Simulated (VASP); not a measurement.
# Geometry relaxation of Mo (part 1 of 2)

- system: Mo (Im-3m, 1 atom in the cell)
- method: Kohn-Sham DFT of a periodic cell, PBE, VASP PAW PBE potentials, recommended, no spin polarisation (VASP 6.6.1)

The structure derives from an entry of the Crystallography Open Database.

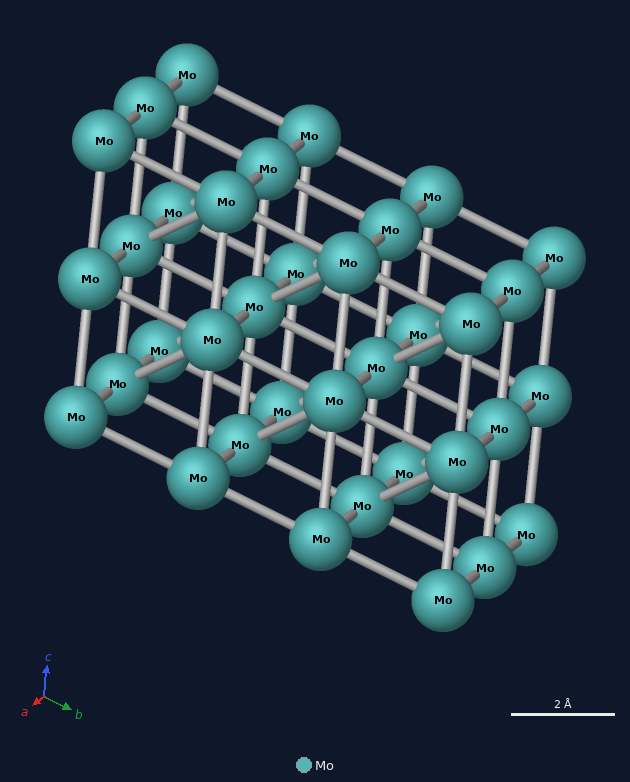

The input geometry (ball-and-stick view of the cell of the calculation, repeated 2 × 3 × 2, seen slightly off an axis). Near neighbours in the crystal (not all of them lie inside the picture): Mo has 8 Mo at 2.73 Å.

**Results in brief**

| quantity | value |
| --- | --- |
| outcome | converged |
| space group (tolerance 0.01 Å) | Im-3m (229) |
| electrons treated | 14 |
| free energy | −10.9401 eV |
| Fermi energy | 12.422 eV |
| gap on the k-point mesh | none (metallic) |
| pressure | −0.05 GPa |
| final volume | 15.80 Å³ |
| largest force (length of the vector) at the end | under 0.001 eV/Å |
| final cell | a = 2.738 Å, b = 2.738 Å, c = 2.738 Å, α = 109.47°, β = 109.47°, γ = 109.47° |
| hardware | 1 thread of Intel Xeon @ 2.90GHz (Ice Lake), 64 GiB of memory available, shared host |
| wall time | 24 s |
| peak memory | 0.17 GiB |

**INCAR**
```
  PREC = Accurate
  ENCUT = 600
  EDIFF = 1E-6
  ISMEAR = 1
  SIGMA = 0.1
  LREAL = F
  LASPH = T
  NELM = 80
  ALGO = Normal
  ISIF = 3
  LWAVE = F
  LCHARG = F
  GGA = PE
  IBRION = 2
  NSW = 90
  EDIFFG = -0.01
```

**KPOINTS**
```
regular mesh
0
Gamma
  16 16 16
```

**POSCAR**
```
Mo
1.0
   -1.5734150000      1.5734150000      1.5734150000
    1.5734150000     -1.5734150000      1.5734150000
    1.5734150000      1.5734150000     -1.5734150000
Mo
1
Direct
    0.0000000000      0.0000000000      0.0000000000
```

Command:
```bash
cat potpaw_PBE.64/Mo_sv/POTCAR > POTCAR
mpirun -np 1 vasp_std > vasp.out
```

**OSZICAR**
```
N       E                     dE             d eps       ncg     rms          rms(c)
DAV:   1     0.102228828729E+03    0.10223E+03   -0.88733E+03  3206   0.145E+03
DAV:   2    -0.100323484115E+02   -0.11226E+03   -0.10839E+03  3502   0.366E+02
DAV:   3    -0.115876045304E+02   -0.15553E+01   -0.15427E+01  3677   0.429E+01
DAV:   4    -0.115920814056E+02   -0.44769E-02   -0.44763E-02  3486   0.264E+00
DAV:   5    -0.115921049192E+02   -0.23514E-04   -0.23514E-04  3696   0.190E-01    0.148E+01
DAV:   6    -0.110171796420E+02    0.57493E+00   -0.10210E+00  3424   0.123E+01    0.405E+00
DAV:   7    -0.109410426003E+02    0.76137E-01   -0.20317E-01  3716   0.512E+00    0.925E-01
DAV:   8    -0.109374728519E+02    0.35697E-02   -0.41455E-03  3292   0.930E-01    0.176E-01
DAV:   9    -0.109375465511E+02   -0.73699E-04   -0.92487E-05  3790   0.135E-01    0.764E-02
DAV:  10    -0.109375554697E+02   -0.89186E-05   -0.11791E-05  3373   0.464E-02    0.720E-03
DAV:  11    -0.109375555662E+02   -0.96421E-07   -0.26456E-07  2210   0.579E-03
   1 F= -.10937556E+02 E0= -.10937745E+02  d E =-.109376E+02
       N       E                     dE             d eps       ncg     rms          rms(c)
DAV:   1    -0.114242897397E+02   -0.48673E+00   -0.12528E+01  3298   0.508E+01    0.626E+00
DAV:   2    -0.109455929146E+02    0.47870E+00   -0.10942E+00  3250   0.128E+01    0.139E+00
DAV:   3    -0.109178633527E+02    0.27730E-01   -0.13163E-01  3459   0.446E+00    0.766E-01
DAV:   4    -0.109209195451E+02   -0.30562E-02   -0.16473E-03  3310   0.491E-01    0.190E-01
DAV:   5    -0.109212226620E+02   -0.30312E-03   -0.26010E-04  3576   0.189E-01    0.121E-02
DAV:   6    -0.109212242430E+02   -0.15810E-05   -0.25001E-06  3315   0.196E-02    0.319E-03
DAV:   7    -0.109212250220E+02   -0.77896E-06   -0.49021E-08  1898   0.321E-03
   2 F= -.10921225E+02 E0= -.10921406E+02  d E =0.163305E-01
       N       E                     dE             d eps       ncg     rms          rms(c)
DAV:   1    -0.112072604600E+02   -0.28604E+00   -0.65463E+00  3310   0.362E+01    0.592E+00
DAV:   2    -0.109560511093E+02    0.25121E+00   -0.52177E-01  3274   0.925E+00    0.916E-01
DAV:   3    -0.109382870179E+02    0.17764E-01   -0.71787E-02  3462   0.334E+00    0.960E-01
DAV:   4    -0.109400442590E+02   -0.17572E-02   -0.12644E-03  3319   0.440E-01    0.126E-01
DAV:   5    -0.109401144023E+02   -0.70143E-04   -0.99795E-05  3602   0.123E-01    0.159E-02
DAV:   6    -0.109401107284E+02    0.36739E-05   -0.25284E-06  3321   0.222E-02    0.202E-03
DAV:   7    -0.109401106707E+02    0.57684E-07   -0.74569E-08  1748   0.372E-03
   3 F= -.10940111E+02 E0= -.10940314E+02  d E =-.255510E-02
```

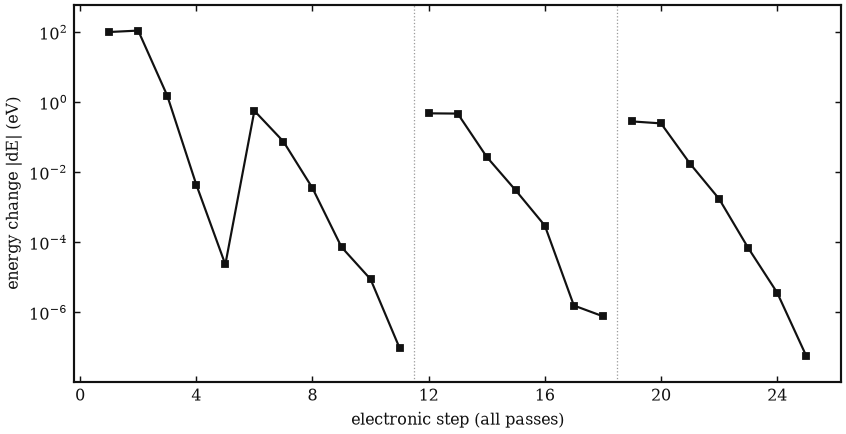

Convergence of the self-consistent field: energy change |dE| against the electronic step. Each stretch between dotted lines is the SCF of one geometry step of a relaxation. The 3 ionic steps take 7 to 11 electronic steps each. The density is held fixed in the first few steps, and dE rises again when its update begins.

**Parts of OUTCAR**
```
PREC = Accurate
   ENCUT = 600
   EDIFF = 1E-6
   ISMEAR = 1
   LREAL = F
   LASPH = T
   NELM = 80
   ISIF = 3
   GGA = PE
   IBRION = 2
   NSW = 90
   EDIFFG = -0.01

 ion  position               nearest neighbor table
   1  0.000  0.000  0.000-

  LATTYP: Found a body centered cubic cell.
 ALAT       =     3.1468300000

  Lattice vectors:

 A1 = (  -1.5734150000,   1.5734150000,   1.5734150000)
 A2 = (   1.5734150000,  -1.5734150000,   1.5734150000)
 A3 = (   1.5734150000,   1.5734150000,  -1.5734150000)

Analysis of symmetry for initial positions (statically):
=====================================================================
 Subroutine PRICEL returns:
 Original cell was already a primitive cell.

 Routine SETGRP: Setting up the symmetry group for a
 body centered cubic supercell.

 Subroutine GETGRP returns: Found 48 space group operations
 (whereof 48 operations were pure point group operations)
 out of a pool of 48 trial point group operations.

The static configuration has the point symmetry O_h .

Analysis of symmetry for dynamics (positions and initial velocities):
=====================================================================
 Subroutine PRICEL returns:
 Original cell was already a primitive cell.

 Routine SETGRP: Setting up the symmetry group for a
 body centered cubic supercell.

 Subroutine GETGRP returns: Found 48 space group operations
 (whereof 48 operations were pure point group operations)
 out of a pool of 48 trial point group operations.

The dynamic configuration has the point symmetry O_h .

 Subroutine INISYM returns: Found 48 space group operations
 (whereof 48 operations are pure point group operations),
 and found     1 'primitive' translations

----------------------------------------------------------------------------------------

                                     Primitive cell

  volume of cell :      15.5808

  direct lattice vectors                    reciprocal lattice vectors
    -1.573415000  1.573415000  1.573415000     0.000000000  0.317780115  0.317780115
     1.573415000 -1.573415000  1.573415000     0.317780115  0.000000000  0.317780115
     1.573415000  1.573415000 -1.573415000     0.317780115  0.317780115  0.000000000

  length of vectors
     2.725234721  2.725234721  2.725234721     0.449408949  0.449408949  0.449408949

  position of ions in fractional coordinates (direct lattice)
     0.000000000  0.000000000  0.000000000

  ion indices of the primitive-cell ions
   primitive index   ion index
                 1           1

----------------------------------------------------------------------------------------

 KPOINTS: regular mesh

Automatic generation of k-mesh.
 Grid dimensions read from file:
 generate k-points for:   16   16   16

 Generating k-lattice:

  Cartesian coordinates                     Fractional coordinates (reciprocal lattice)
     0.000000000  0.019861257  0.019861257     0.062500000  0.000000000  0.000000000
     0.019861257  0.000000000  0.019861257     0.000000000  0.062500000  0.000000000
     0.019861257  0.019861257  0.000000000     0.000000000  0.000000000  0.062500000

  Length of vectors
     0.028088059  0.028088059  0.028088059

  Shift w.r.t. Gamma in fractional coordinates (k-lattice)
     0.000000000  0.000000000  0.000000000

 Subroutine IBZKPT returns following result:
 ===========================================

 Found    145 irreducible k-points:

 Following reciprocal coordinates:
            Coordinates               Weight
  0.000000  0.000000  0.000000      1.000000
  0.062500  0.000000  0.000000     12.000000
  0.125000  0.000000  0.000000     12.000000
  0.187500  0.000000  0.000000     12.000000
  0.250000  0.000000  0.000000     12.000000
  0.312500  0.000000  0.000000     12.000000
  0.375000  0.000000  0.000000     12.000000
  0.437500  0.000000  0.000000     12.000000
  0.500000  0.000000  0.000000      6.000000
  0.062500  0.062500  0.000000     24.000000
  0.125000  0.062500  0.000000     48.000000
  0.187500  0.062500  0.000000     48.000000
  0.250000  0.062500  0.000000     48.000000
  0.312500  0.062500  0.000000     48.000000
  0.375000  0.062500  0.000000     48.000000
  0.437500  0.062500  0.000000     48.000000
  0.125000  0.125000  0.000000     24.000000
  0.187500  0.125000  0.000000     48.000000
  0.250000  0.125000  0.000000     48.000000
  0.312500  0.125000 -0.000000     48.000000
  0.375000  0.125000  0.000000     48.000000
  0.437500  0.125000 -0.000000     24.000000
  0.187500  0.187500  0.000000     24.000000
  0.250000  0.187500  0.000000     48.000000
 [... further k-points ...]
   k-points           NKPTS =    145   k-points in BZ     NKDIM =    145   number of bands    NBANDS=     11
   number of dos      NEDOS =    301   number of ions     NIONS =      1
   total plane-waves  NPLWV =  13824
   dimension x,y,z NGX =    24 NGY =   24 NGZ =   24
   dimension x,y,z NGXF=    48 NGYF=   48 NGZF=   48
   ions per type =               1
   NGX,Y,Z   is equivalent  to a cutoff of  14.64, 14.64, 14.64 a.u.
   NGXF,Y,Z  is equivalent  to a cutoff of  29.28, 29.28, 29.28 a.u.
 SYSTEM =  unknown system
   PREC   = accura    normal or accurate (medium, high low for compatibility)
   ISTART =      0    job   : 0-new  1-cont  2-samecut
   ICHARG =      2    charge: 1-file 2-atom 10-const
   ISPIN  =      1    spin polarized calculation?
   LNONCOLLINEAR =      F non collinear calculations
   LSORBIT =      F    spin-orbit coupling
   LASPH  =      T    aspherical Exc in radial PAW
   ENCUT  =  600.0 eV  44.10 Ry    6.64 a.u.   5.44  5.44  5.44*2*pi/ulx,y,z
   NELM   =     80;   NELMIN=  2; NELMDL= -5     # of ELM steps
   EDIFF  = 0.1E-05   stopping-criterion for ELM
   LREAL  =      F    real-space projection
   EDIFFG = -.1E-01   stopping-criterion for IOM
   NSW    =     90    number of steps for IOM
   IBRION =      2    ionic relax: 0-MD 1-quasi-New 2-CG
   NFREE  =      1    steps in history (QN), initial steepest desc. (CG)
   ISIF   =      3    stress and relaxation
   ISYM   =      2    0-nonsym 1-usesym 2-fastsym
   POTIM  = 0.5000    time-step for ionic-motion
   TEBEG  =    0.0;   TEEND  =   0.0 temperature during run
   PSTRESS=    0.0 pullay stress
   NELECT =      14.0000    total number of electrons
   NUPDOWN=      -1.0000    fix difference up-down
   EMIN   =  10.00;   EMAX   =-10.00  energy-range for DOS
   EFERMI =   0.00;   METHOD = LEGACY
   ISMEAR =     1;   SIGMA  =   0.10  broadening in eV -4-tet -1-fermi 0-gaus
   EFERMI_NEDOS =   21; number of points for ismear=-14 and -15
   IALGO  =     38    algorithm
   IMIX   =      4    mixing-type and parameters
     AMIX     =   0.40;   BMIX     =  1.00
     AMIX_MAG =   1.60;   BMIX_MAG =  1.00
  volume/ion in A,a.u.               =      15.58       105.14
  Fermi-wavevector in a.u.,A,eV,Ry     =   1.579747  2.985289 33.954710  2.495601
  Thomas-Fermi vector in A             =   2.680079
   LORBIT       =      0    0 simple, 1 ext, 2 COOP (PROOUT), +10 PAW based schemes
   GGA     = PE    functional components
   LHFCALC =     F    Hartree Fock is set to
   AEXX    =    0.0000 exact exchange contribution
   IVDW    =     0    specifies the selected vdW correction
```
